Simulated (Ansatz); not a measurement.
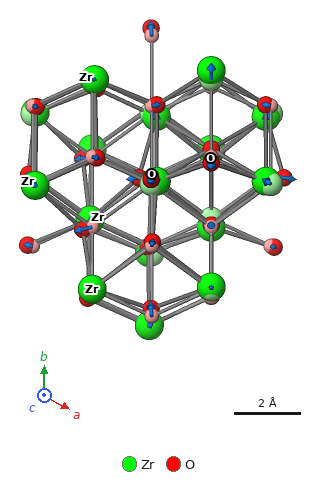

This is a relaxation of a defect cell of composition Zr16O33. The starting structure is drawn faded, the final one solid; blue arrows show the displacements, magnified 2 times.

The picture is a ball-and-stick view of the atoms within 5.0 Å of the atom that moves most (axes of the cell of the calculation (origin shifted)), seen along the c axis.

Case: O interstitial, charge +0, atoms relaxed at the host's cell.

Theory: DFT PBE, scalar-relativistic, plane waves, PAW in Ansatz. Set-up: plane-wave cutoff 420 eV; k-point mesh 2 × 2 × 2; occupations gaussian; smearing width 0.01 eV; mesh shifted by (0.5, 0.5, 0.5); no spin polarisation; atoms relaxed in a fixed cell; force threshold 0.025 eV/Å; at most 45 steps.

### What did the optimiser do to the structure, and how much energy did it gain?

After 8 geometry steps the energy has fallen by 1.836 eV per cell of the calculation. Largest force component: 2.5 eV/Å at the start, 0.0085 eV/Å at the end. The largest moves, 0.41 Å, are those of O atoms. By element the largest moves are O 0.41 Å, Zr 0.31 Å. The cell stays as it was. Some distances before and after: O–Zr 2.431 → 2.890 Å, O–Zr 2.431 → 2.814 Å, O–Zr 2.641 → 2.951 Å, Zr–Zr 3.621 → 3.342 Å. Bond angles that change, for instance: O–Zr–O 121.3° → 104.0°, O–Zr–O 121.3° → 137.2°, Zr–O–Zr 109.1° → 124.3°.
